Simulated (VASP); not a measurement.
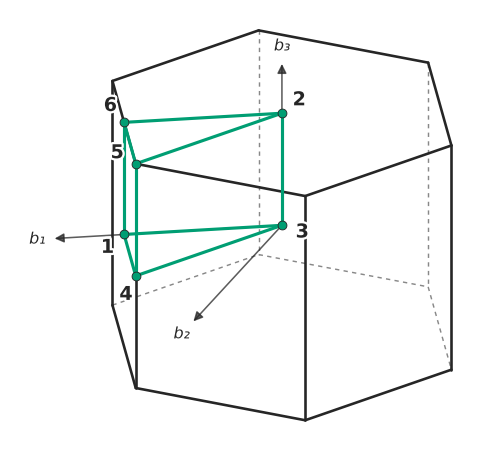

For SiO2, a cell listed in the Materials Project, as set up for an electronic-structure calculation: the first Brillouin zone of a primitive hexagonal lattice (hP; extended symbol hP2) is drawn with its special points numbered. The drawing is computed from the coordinates (standard cell, symmetry found to 0.002 Å).

a = 5.061 Å, b = 5.061 Å, c = 5.541 Å, α = 90.00°, β = 90.00°, γ = 120.00°.

Labels and path follow the convention of Hinuma et al. (2017), as computed by seekpath; the arrows show the directions of the reciprocal primitive vectors b₁, b₂, b₃, in which coordinates are given.

### Which special point is each number?

```
no.  label      coordinates
  1      M      (1/2, 0, 0)
  2      A      (0, 0, 1/2)
  3      Γ        (0, 0, 0)
  4      K    (1/3, 1/3, 0)
  5      H  (1/3, 1/3, 1/2)
  6      L    (1/2, 0, 1/2)
```
